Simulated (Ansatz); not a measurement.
**Geometry relaxation, with input and output: CdSe (part 3 of 3)**

The same run, continued: CdSe (Pnma, 8 atoms in the cell); DFT PBE, scalar-relativistic, plane waves, PAW, no spin polarisation (Ansatz 0.2.0); cutoff 420 eV, 4×6×4 k-mesh, Gaussian smearing of 0.02 eV. The structure was made by a generator, so it may or may not be a known phase.

Output, continued
```
  k-point 35: bands = ["-96.5127", "-96.5127", "-96.5127", "-96.5127", "-57.5892", "-57.5892", "-57.5892", "-57.5892", "-57.5806", "-57.5806", "-57.5806", "-57.5806", "-57.5750", "-57.5750", "-57.5750", "-57.5750", "-41.4537", "-41.4537", "-41.4537", "-41.4537", "-41.4510", "-41.4510", "-41.4510", "-41.4510", "-41.4232", "-41.4232", "-41.4232", "-41.4232", "-41.4050", "-41.4050", "-41.4050", "-41.4050", "-41.4009", "-41.4009", "-41.4009", "-41.4009", "-6.8177", "-6.8177", "-6.8177", "-6.8177", "-2.6532", "-2.6532", "-2.6532", "-2.6532", "-2.5345", "-2.5345", "-2.5345", "-2.5345", "-2.4836", "-2.4836", "-2.4836", "-2.4836", "-2.3883", "-2.3883", "-2.3883", "-2.3883", "-2.1446", "-2.1446", "-2.1446", "-2.1446", "1.2097", "1.2097", "1.2097", "1.2097", "3.6471", "3.6471", "3.6471", "3.6471", "4.0116", "4.0116", "4.0116", "4.0116", "8.1819", "8.1819", "8.1819", "8.1819", "10.3359", "10.3359", "10.3359", "10.3359", "11.6670", "11.6670", "11.6670", "11.6670", "12.9402", "12.9402", "12.9402"]
--- Relaxed structure (7 steps of the walk, 7 accepted, 1 SCFs on fresh bases) ---
  F+E_penalty+E_count = -54898.58052058 eV   max|allowed force component| = 1.443e-3 eV/Å   (the final SCF, on the basis selected at the relaxed cell)
  cell:  # Å, volume = 275.2198 Å³
    - [8.164701763757073, 0.0, 0.0]
    - [0.0, 4.507021930792569, 0.0]
    - [0.0, 0.0, 7.479106177704039]
  atoms:
    - { symbol: Cd, position: [0.8407572709942955, 0.7500000000000001, 0.3990124593057146] }
    - { symbol: Cd, position: [0.6592427290057048, 0.25, 0.8990124593057147] }
    - { symbol: Cd, position: [0.3407572709942956, 0.7500000000000001, 0.10098754069428549] }
    - { symbol: Cd, position: [0.15924272900570458, 0.25, 0.6009875406942854] }
    - { symbol: Se, position: [0.8223164780380916, 0.25, 0.595950987091109] }
    - { symbol: Se, position: [0.6776835219619087, 0.7500000000000001, 0.09595098709110912] }
    - { symbol: Se, position: [0.32231647803809155, 0.25, 0.9040490129088911] }
    - { symbol: Se, position: [0.17768352196190867, 0.7500000000000001, 0.4040490129088909] }
```

Trajectory as extended XYZ (Å, eV, eV/Å), 8 frames, from step=1 to step=8
```
8
Lattice="8.0001 0.0000 0.0000 0.0000 4.5633 0.0000 0.0000 0.0000 7.4435" Properties=species:S:1:pos:R:3:forces:R:3 step=1 energy=-54898.57607 pressure_GPa=0.12
Cd    6.7565    3.4225    2.9393    0.0008   0.0000  -0.0080
Cd    5.2436    1.1408    6.6611   -0.0008   0.0000  -0.0080
Cd    2.7564    3.4225    0.7824    0.0008   0.0000   0.0080
Cd    1.2436    1.1408    4.5042   -0.0008   0.0000   0.0080
Se    6.5065    1.1408    4.3591    0.0122   0.0000  -0.0028
Se    5.4936    3.4225    0.6373   -0.0122   0.0000  -0.0028
Se    2.5065    1.1408    6.8062    0.0122   0.0000   0.0028
Se    1.4935    3.4225    3.0844   -0.0122   0.0000   0.0028
8
Lattice="8.0131 0.0000 0.0000 0.0000 4.5464 0.0000 0.0000 0.0000 7.4964" Properties=species:S:1:pos:R:3:forces:R:3 step=2 energy=-54898.57805 pressure_GPa=-0.05
Cd    6.7618    3.4098    2.9424    0.0047   0.0000  -0.0027
Cd    5.2578    1.1366    6.6906   -0.0047   0.0000  -0.0027
Cd    2.7552    3.4098    0.8059    0.0047   0.0000   0.0027
Cd    1.2513    1.1366    4.5541   -0.0047   0.0000   0.0027
Se    6.5264    1.1366    4.3853   -0.0115   0.0000   0.0233
Se    5.4932    3.4098    0.6371    0.0115   0.0000   0.0233
Se    2.5199    1.1366    6.8593   -0.0115   0.0000  -0.0233
Se    1.4867    3.4098    3.1111    0.0115   0.0000  -0.0233
8
Lattice="8.0170 0.0000 0.0000 0.0000 4.5369 0.0000 0.0000 0.0000 7.5054" Properties=species:S:1:pos:R:3:forces:R:3 step=3 energy=-54898.57896 pressure_GPa=-0.04
Cd    6.7684    3.4027    2.9532    0.0005   0.0000   0.0040
Cd    5.2570    1.1342    6.7060   -0.0005   0.0000   0.0040
Cd    2.7599    3.4027    0.7995    0.0005   0.0000  -0.0040
Cd    1.2486    1.1342    4.5522   -0.0005   0.0000  -0.0040
Se    6.5267    1.1342    4.4026    0.0059   0.0000   0.0025
Se    5.4987    3.4027    0.6499   -0.0059   0.0000   0.0025
Se    2.5182    1.1342    6.8555    0.0059   0.0000  -0.0025
Se    1.4903    3.4027    3.1028   -0.0059   0.0000  -0.0025
8
Lattice="8.0453 0.0000 0.0000 0.0000 4.5257 0.0000 0.0000 0.0000 7.5033" Properties=species:S:1:pos:R:3:forces:R:3 step=4 energy=-54898.57958 pressure_GPa=0.02
Cd    6.7851    3.3943    2.9642   -0.0018   0.0000   0.0023
Cd    5.2828    1.1314    6.7158    0.0018   0.0000   0.0023
Cd    2.7625    3.3943    0.7875   -0.0018   0.0000  -0.0023
Cd    1.2601    1.1314    4.5392    0.0018   0.0000  -0.0023
Se    6.5644    1.1314    4.4206    0.0034   0.0000  -0.0006
Se    5.5035    3.3943    0.6690   -0.0034   0.0000  -0.0006
Se    2.5417    1.1314    6.8344    0.0034   0.0000   0.0006
Se    1.4809    3.3943    3.0827   -0.0034   0.0000   0.0006
8
Lattice="8.1051 0.0000 0.0000 0.0000 4.5098 0.0000 0.0000 0.0000 7.5034" Properties=species:S:1:pos:R:3:forces:R:3 step=5 energy=-54898.57994 pressure_GPa=0.01
Cd    6.8209    3.3823    2.9839    0.0000   0.0000   0.0020
Cd    5.3367    1.1274    6.7356    0.0000   0.0000   0.0020
Cd    2.7684    3.3823    0.7678    0.0000   0.0000  -0.0020
Cd    1.2842    1.1274    4.5195    0.0000   0.0000  -0.0020
Se    6.6419    1.1274    4.4540    0.0027   0.0000  -0.0033
Se    5.5157    3.3823    0.7023   -0.0027   0.0000  -0.0033
Se    2.5894    1.1274    6.8012    0.0027   0.0000   0.0033
Se    1.4632    3.3823    3.0494   -0.0027   0.0000   0.0033
8
Lattice="8.1463 0.0000 0.0000 0.0000 4.5071 0.0000 0.0000 0.0000 7.4886" Properties=species:S:1:pos:R:3:forces:R:3 step=6 energy=-54898.57998 pressure_GPa=0.00
Cd    6.8499    3.3803    2.9870    0.0002   0.0000  -0.0020
Cd    5.3695    1.1268    6.7313   -0.0002   0.0000  -0.0020
Cd    2.7768    3.3803    0.7573    0.0002   0.0000   0.0020
Cd    1.2964    1.1268    4.5016   -0.0002   0.0000   0.0020
Se    6.6922    1.1268    4.4593    0.0007   0.0000   0.0005
Se    5.5272    3.3803    0.7150   -0.0007   0.0000   0.0005
Se    2.6191    1.1268    6.7736    0.0007   0.0000  -0.0005
Se    1.4540    3.3803    3.0293   -0.0007   0.0000  -0.0005
8
Lattice="8.1647 0.0000 0.0000 0.0000 4.5070 0.0000 0.0000 0.0000 7.4791" Properties=species:S:1:pos:R:3:forces:R:3 step=7 energy=-54898.57997 pressure_GPa=0.00
Cd    6.8645    3.3803    2.9843    0.0003   0.0000  -0.0014
Cd    5.3825    1.1268    6.7238   -0.0003   0.0000  -0.0014
Cd    2.7822    3.3803    0.7553    0.0003   0.0000   0.0014
Cd    1.3002    1.1268    4.4948   -0.0003   0.0000   0.0014
Se    6.7140    1.1268    4.4572   -0.0007   0.0000   0.0013
Se    5.5331    3.3803    0.7176    0.0007   0.0000   0.0013
Se    2.6316    1.1268    6.7615   -0.0007   0.0000  -0.0013
Se    1.4507    3.3803    3.0219    0.0007   0.0000  -0.0013
8
Lattice="8.1647 0.0000 0.0000 0.0000 4.5070 0.0000 0.0000 0.0000 7.4791" Properties=species:S:1:pos:R:3:forces:R:3 step=8 energy=-54898.58052 pressure_GPa=0.00
Cd    6.8645    3.3803    2.9843    0.0004   0.0000  -0.0014
Cd    5.3825    1.1268    6.7238   -0.0004   0.0000  -0.0014
Cd    2.7822    3.3803    0.7553    0.0004   0.0000   0.0014
Cd    1.3002    1.1268    4.4948   -0.0004   0.0000   0.0014
Se    6.7140    1.1268    4.4572   -0.0007   0.0000   0.0013
Se    5.5331    3.3803    0.7176    0.0007   0.0000   0.0013
Se    2.6316    1.1268    6.7615   -0.0007   0.0000  -0.0013
Se    1.4507    3.3803    3.0219    0.0007   0.0000  -0.0013
```

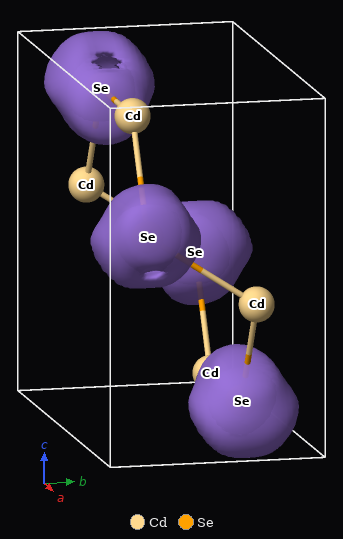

Isosurface of the electron localisation function at 0.75 (purple), seen slightly off an axis. Core shells and regions of very low density are left out. Sticks mark near contacts. The outline is the cell set on symmetry axes. Values along the shortest contacts: Cd–Se (2.63 Å): the ELF is about 0.40 at the midpoint. Cd–Se (2.70 Å): the ELF peaks at about 0.80 in the valence shell of Se, 0.8 Å from its nucleus, and drops to about 0.15 between the two atoms. In a PAW calculation such maps are meaningful between the atoms, not at the nuclei.

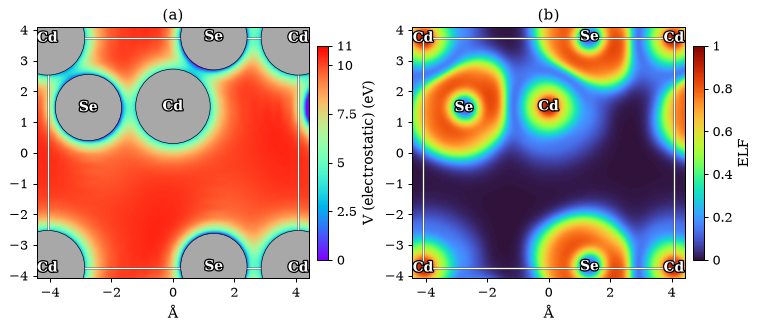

(a) electrostatic potential (local pseudopotential plus Hartree) felt by an electron; (b) ELF on the (010) plane of the conventional cell. Grey discs, where drawn, cover atomic cores. Atoms in the plane: Cd and Se. Cd–Se (2.63 Å): the ELF is about 0.40 at the midpoint. Cd–Se (2.75 Å): the ELF peaks at about 0.80 in the valence shell of Se, 0.9 Å from its nucleus, and drops to about 0.15 between the two atoms. The strong features right at Cd lie inside the PAW spheres (semicore, d or f shells) and say nothing about bonding. Outside the cores the potential energy rises away from the atoms and is highest about 2.2 Å from the nearest atoms; outside the discs it spans about 10 eV, and its zero is arbitrary.

The run was set up as follows.

Input
```yaml
crystal:
  lattice:
    - [8.0000554117, 0.0, 0.0]
    - [0.0, 4.563314487, 0.0]
    - [0.0, 0.0, 7.4435413903]
  atoms:
    - { symbol: Cd, position: [0.8445521312, 0.75, 0.3948833603] }
    - { symbol: Cd, position: [0.6554478688, 0.25, 0.8948833603] }
    - { symbol: Cd, position: [0.3445521312, 0.75, 0.1051166397] }
    - { symbol: Cd, position: [0.1554478688, 0.25, 0.6051166397] }
    - { symbol: Se, position: [0.8133082069, 0.25, 0.5856234959] }
    - { symbol: Se, position: [0.6866917931, 0.75, 0.0856234959] }
    - { symbol: Se, position: [0.3133082069, 0.25, 0.9143765041] }
    - { symbol: Se, position: [0.1866917931, 0.75, 0.4143765041] }
basis:
  ecutwfc: 420
kpoints:
  mp_grid: { grid: [4, 6, 4] }
hamiltonian:
  xc: pbe
scf:
  occupations: { method: gaussian, width: 0.02 }
output:
  forces: true
  stress: true
  eigenvalues: true
  write_density: true
  write_potential: true
  elf: true
  volumetric_format: npy
relax:
  adjacent_minimum: "off"
  f_tol: 0.01
  max_steps: 80
  cell: { stress_tol: 0.05 }
```

Launch command:
```bash
ansatz run input.yaml --threads 1 --pin off --max-ram 2560MiB --backend cpu --events-out ev --progress --plain --runs-dir out
```

Summary

| quantity | value |
| --- | --- |
| outcome | converged |
| space group (tolerance 0.01 Å) | Pnma (62) |
| electrons treated | 144 |
| free energy | −54898.5805 eV |
| Fermi energy | 5.363 eV |
| gap on the k-point mesh | 0.75 eV |
| pressure | 0.00 GPa |
| final volume | 275.22 Å³ |
| largest force (length of the vector) at the end | 0.001 eV/Å |
| final cell | a = 8.165 Å, b = 4.507 Å, c = 7.479 Å, α = 90.00°, β = 90.00°, γ = 90.00° |
| hardware | 1 thread of Arm Neoverse V1, 24 GiB of memory available, shared host |
| wall time | 7.8 min |
| peak memory | 0.87 GiB |
